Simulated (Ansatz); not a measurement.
System: AlN.

Input

```
crystal:
  lattice:
    - [1.7023568857, -5.5154190703, 0.1693091296]
    - [1.7023568857, 5.5154190703, 0.1693091296]
    - [-0.0723119976, 0.0, 4.8129675818]
  atoms:
    - { symbol: Al, position: [0.6958424276, 0.6449916661, 0.2358621778] }
    - { symbol: Al, position: [0.3550083339, 0.3041575724, 0.7641378222] }
    - { symbol: Al, position: [0.8154251258, 0.1845748742, 0.5] }
    - { symbol: "N", position: [0.6500027988, 0.3499972012, 0.5] }
    - { symbol: "N", position: [0.094298888, 0.905701112, 0.5] }
    - { symbol: "N", position: [0.3894224259, 0.6105775741, 0.5] }
basis:
  ecutwfc: 420
kpoints:
  mp_grid: { grid: [12, 12, 8] }
  band_path:
    path:
      - [[0.0, 0.0, 0.0], [0.5, -0.5, 0.0], [0.5, -0.5, -0.5], [0.0, 0.0, -0.5], [0.0, 0.0, 0.0]]
      - [[0.0, -0.5, -0.5], [0.0, 0.0, 0.0], [0.0, -0.5, 0.0]]
    npoints: 14
hamiltonian:
  xc: pbe
scf:
  occupations: { method: gaussian, width: 0.1 }
  n_extra_bands: 15
output:
  forces: true
  stress: true
  eigenvalues: true
  populations: true
  dos: { projected: true, de: 0.02, nscf_kmesh: { grid: [15, 15, 10] } }
  bader: true
  write_density: true
  write_potential: true
  elf: true
  volumetric_format: npy
```

Command:

```sh
ansatz run input.yaml --threads 1 --pin off --max-ram 2560MiB --backend cpu --events-out ev --progress --plain --runs-dir out
```

Below, planes, directions and counts refer to the conventional cell (a = 3.42 Å, b = 11.03 Å, c = 4.81 Å, α = 90.00°, β = 94.82°, γ = 90.00°).

Space group C2; a structure generated by program, which may or may not match a known phase.

Computed with DFT PBE, scalar-relativistic, plane waves, PAW (Ansatz 0.2.0).

Q: What will maps of the valence pseudo-density and electron localisation function show?

A: Al–N (2.02 Å): the density is about 0.54 e/Å³ at the midpoint; the ELF peaks at about 0.85 in the valence shell of N, 0.7 Å from its nucleus, and is about 0.80 at the midpoint.
Bader's partition of the density gives Al +1.44 to +2.32 and N −2.44 to −1.27 e.

Q: Metal or insulator at this level of theory?

A: It is gapless in this calculation (a metal or semimetal).

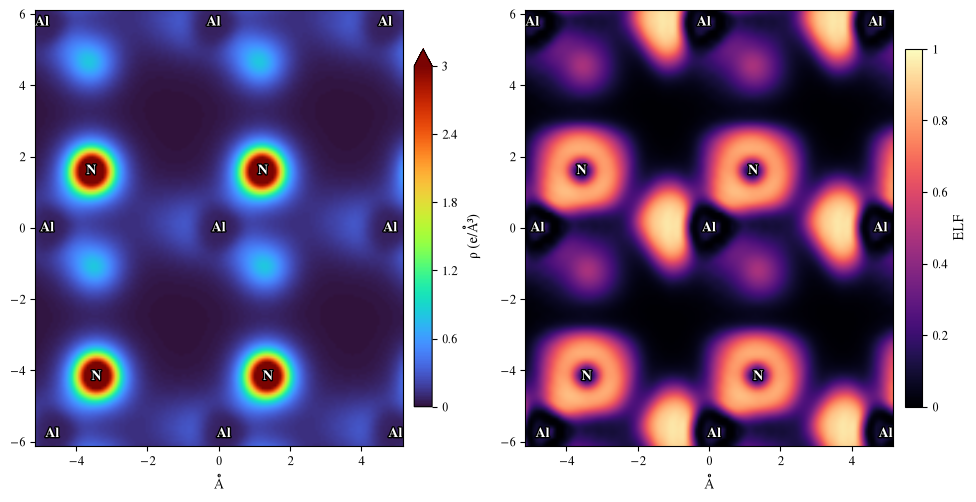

Computed valence pseudo-density and electron localisation function on the (110) plane of the conventional cell, in this order. Atoms just off the plane (N, 0.8 Å away) can leave unmarked features too.
